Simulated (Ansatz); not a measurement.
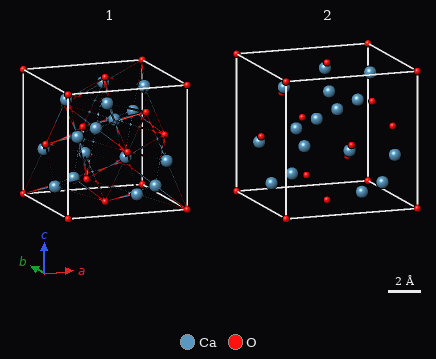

Two geometries of crystalline Ca₂O (built on the cubic Laves (C15)_227 type), drawn at one scale. One is the start of a relaxation, the other its converged end. Style: ball-and-stick. Shown: the conventional cell (4 times the calculation's cell), slightly off an axis. Lengths and directions refer to the drawn axes.

These are results of DFT PBE, scalar-relativistic, plane waves, PAW in Ansatz, not measurements. Set-up: plane-wave cutoff 420 eV; k-point mesh 8 × 8 × 8; occupations gaussian; smearing width 0.1 eV; no spin polarisation; cell and atoms relaxed; force threshold 0.01 eV/Å; at most 80 steps.

Which of the two is the end point?

Structure 2 is the relaxed one. Case: cubic Laves (C15) type (Fd-3m, No. 227). Over 5 accepted moves (7 points after the start) the energy falls by 71.9 meV per atom. All forces vanish by symmetry, so only the cell relaxes. Pressure: 3.66 GPa at the start and 0.00 GPa at the end. At 2 points the geometry stayed and the basis and grid were re-selected for the new cell (energy shift of 17.9 meV per atom at most each time). No atom moves by more than 0.005 Å relative to the cell. The drawn cell changes as follows: a = b = c 8.022 → 8.852 Å (+10.4 %); the volume changes by +34.4 %. Some distances before and after: Ca–O 3.326 → 3.670 Å, Ca–Ca 2.836 → 3.130 Å. The space group stays Fd-3m (No. 227).
